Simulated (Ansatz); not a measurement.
Input

```
crystal:
  lattice:
    - [-3.1713456453, 0.0, 0.0]
    - [0.0, 3.1713456453, 3.1713456453]
    - [0.0, 3.1713456453, -3.1713456453]
  atoms:
    - { symbol: Ti, position: [1.0, 0.5, 0.5] }
    - { symbol: Ti, position: [1.0, 0.0, 0.0] }
    - { symbol: Al, position: [0.5, 0.5, 0.0] }
    - { symbol: Al, position: [0.5, 0.0, 0.5] }
basis:
  ecutwfc: 500
kpoints:
  mp_grid: { grid: [20, 14, 14] }
hamiltonian:
  xc: r2scan
scf:
  occupations: { method: gaussian, width: 0.15 }
output:
  forces: true
  stress: true
  eigenvalues: true
  write_density: true
  write_potential: true
  elf: true
  volumetric_format: npy
```

Command:

```sh
ansatz run input.yaml --threads 2 --pin off --max-ram 5120MiB --backend cpu --events-out ev --progress --plain --runs-dir out
```

Space group Pm-3m; a structure from a database of computed crystals, not necessarily the ambient phase; computed without spin polarisation.

Computed with DFT r2SCAN, scalar-relativistic, plane waves, PAW (Ansatz 0.2.0).

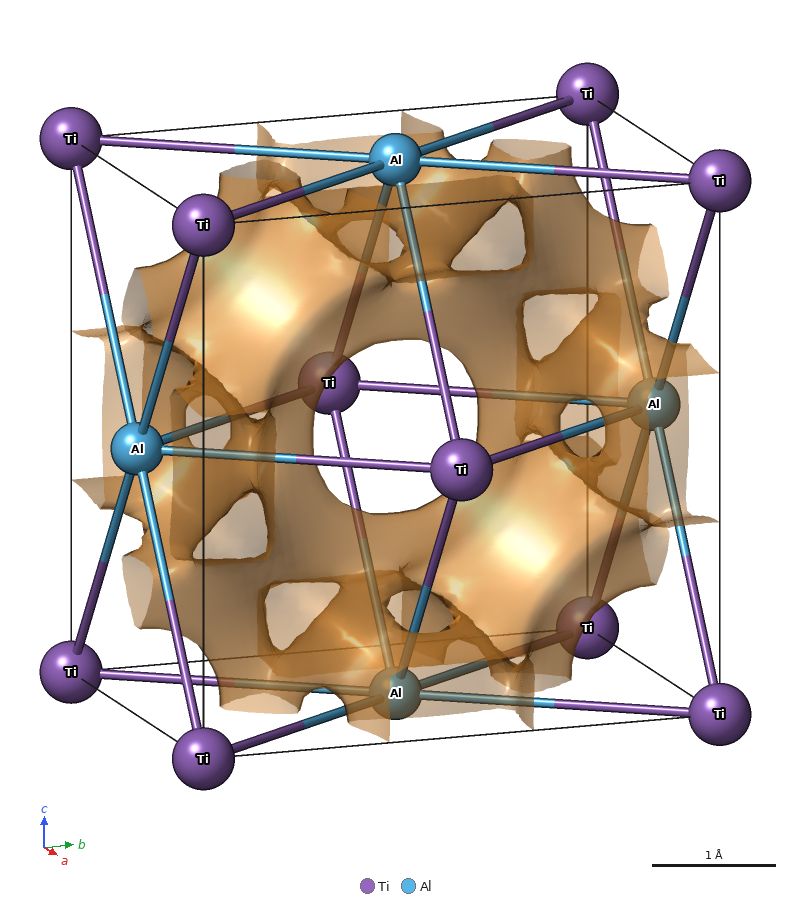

TiAl. Isosurface of the ELF at 0.55 (orange), seen slightly off an axis. Core shells and regions of very low density are left out. Sticks mark near contacts.

What do the ELF domains correspond to?

Answer. The ELF exceeds this value in one network that runs through the whole crystal, counted in one cell of 4 atoms. Any copies at cell faces, edges or corners count once. Profiles from the grid: Ti–Al (2.75 Å): the ELF is about 0.25 at the midpoint: no shared electron pair shows on this line.

Does the calculation give a band gap?

Answer. It is gapless in this calculation (a metal or semimetal).
